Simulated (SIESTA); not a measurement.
**Energy of ZrS along an even scaling of the cell**

System: ZrS (Fm-3m, 2 atoms in the cell).
Method: Kohn-Sham DFT of a periodic cell, PBEsol, PseudoDojo 0.4 standard, converted to PSML, no spin polarisation (SIESTA 5.4.2).

The 7 runs differ only in the geometry, by an even scaling of the cell at fixed fractional positions. The structure derives from an entry of the Crystallography Open Database.

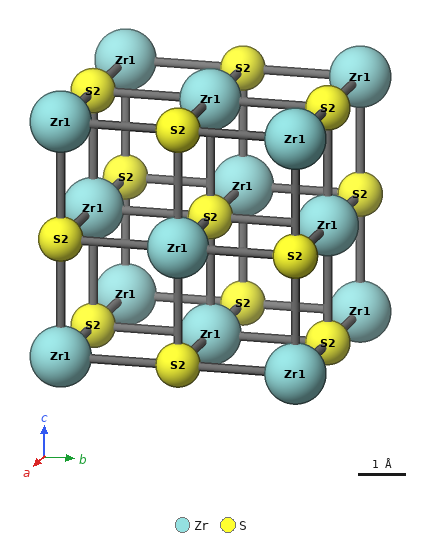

Figure 1. The structure of run 4 (ball-and-stick view of the cell 4 times as large as that of the calculation, set on its symmetry axes, seen slightly off an axis; atoms are numbered from 1 in the order of the input). An atom can appear more than once, as a periodic image.

## Input of run 4
```
SystemName                      ZrS
SystemLabel                     ZrS
NumberOfSpecies                 2
NumberOfAtoms                   2
%block ChemicalSpeciesLabel
  1  40 Zr
  2  16 S
%endblock ChemicalSpeciesLabel

LatticeConstant                 1.0 Ang
%block LatticeVectors
     0.0000000000     2.6250000000     2.6250000000
     2.6250000000     0.0000000000     2.6250000000
     2.6250000000     2.6250000000     0.0000000000
%endblock LatticeVectors
AtomicCoordinatesFormat         Fractional
%block AtomicCoordinatesAndAtomicSpecies
     0.0000000000     0.0000000000     0.0000000000  1  Zr
     0.5000000000     0.5000000000     0.5000000000  2  S
%endblock AtomicCoordinatesAndAtomicSpecies

%block kgrid.MonkhorstPack
    9   0   0  0.0
    0   9   0  0.0
    0   0   9  0.0
%endblock kgrid.MonkhorstPack
XC.Functional                   GGA
XC.Authors                      PBEsol
PAO.BasisSize                   DZP
PAO.EnergyShift                 0.003 Ry
Mesh.Cutoff                     800 Ry
OccupationFunction              FD
ElectronicTemperature           0.05 eV
MaxSCFIterations                120
SCF.MustConverge                false
SCF.Mixer.Method                Pulay
SCF.Mixer.Weight                0.25
SCF.Mixer.History               8
SCF.DM.Tolerance                5.0e-05
SCF.H.Tolerance                 1.0e-03 eV
WriteForces                     true
Charge.Mulliken                 end
%block PAO.Basis
  Zr 5
  n=4 0 2
    3.497 0.000
  n=5 0 2
    8.986 0.000
  n=4 1 2
    4.065 0.000
  n=5 1 1
    8.986
  n=4 2 2
    7.326 0.000
%endblock PAO.Basis
```

Command:
```bash
siesta ZrS.fdf > ZrS.out 2>&1
```

Run 6 differs from it as follows:
```diff
-     0.0000000000     2.6250000000     2.6250000000
-     2.6250000000     0.0000000000     2.6250000000
-     2.6250000000     2.6250000000     0.0000000000
+     0.0000000000     2.6595434350     2.6595434350
+     2.6595434350     0.0000000000     2.6595434350
+     2.6595434350     2.6595434350     0.0000000000
```

## Results, with one run withheld

```tsv
run	volume per atom (Å³)	free energy per atom, from the lowest run given (meV)	pressure (GPa)
1	17.003	6.51	4.58
2	17.364	0.00	1.26
3	17.726	0.54	−1.69
4	18.088	7.43	−4.33
5	18.450	20.00	−6.76
6	18.811	?	?
7	19.173	59.86	−10.76
```

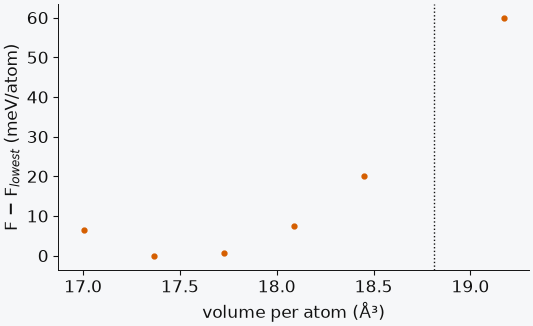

Figure 2. Free energy per atom of the runs given; the dotted line marks run 6.

What should run 6 give?

A cubic polynomial in V^(−2/3) (the Birch–Murnaghan form), fitted to the 6 runs given, misses them by under 0.01 meV per atom. With x = V^(−2/3) − 0.14590 Å⁻², it reads F = 3.9699 − 3833.2 x + 8.0352e+05 x² + 8.2075e+05 x³ (meV per atom). At run 6 it gives 37.62 meV per atom, and the run itself gives 37.68. The slope of the fit gives a pressure −dF/dV of −8.87 GPa there, and the run prints −8.86 GPa. The fit has its minimum at 17.514 Å³ per atom, where V d²F/dV² gives 145 GPa: the bulk modulus at this level, since symmetry fixes the shape and the positions.

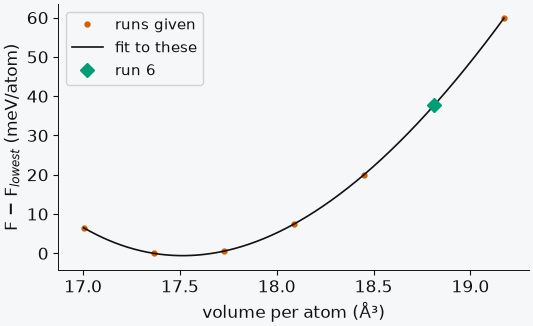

Figure 3. The fit and the withheld run.

## Some lines of the output (run 6)
```
[...]
outcell: Cell volume (Ang**3)        :     37.6228
stepf: Fermi-Dirac step function
siesta: Etot    =     -1678.726810
siesta: FreeEng =     -1678.739100
        iscf     Eharris(eV)        E_KS(eV)     FreeEng(eV)     dDmax    Ef(eV) dHmax(eV)
siesta: E_KS(eV) =            -1679.0754
siesta: E_KS - E_eggbox =     -1679.0754
siesta: Etot    =     -1679.075414
siesta: FreeEng =     -1679.088585
siesta:         Fermi =      -4.515844
siesta: Cell volume =         37.622812 Ang**3
    Orbital volume contribution        =           2.394925 eV
```

Notes: Points of doubt noted for this run: mulliken charges of long orbitals. With a small basis of atomic orbitals these values can differ much from converged plane-wave results.
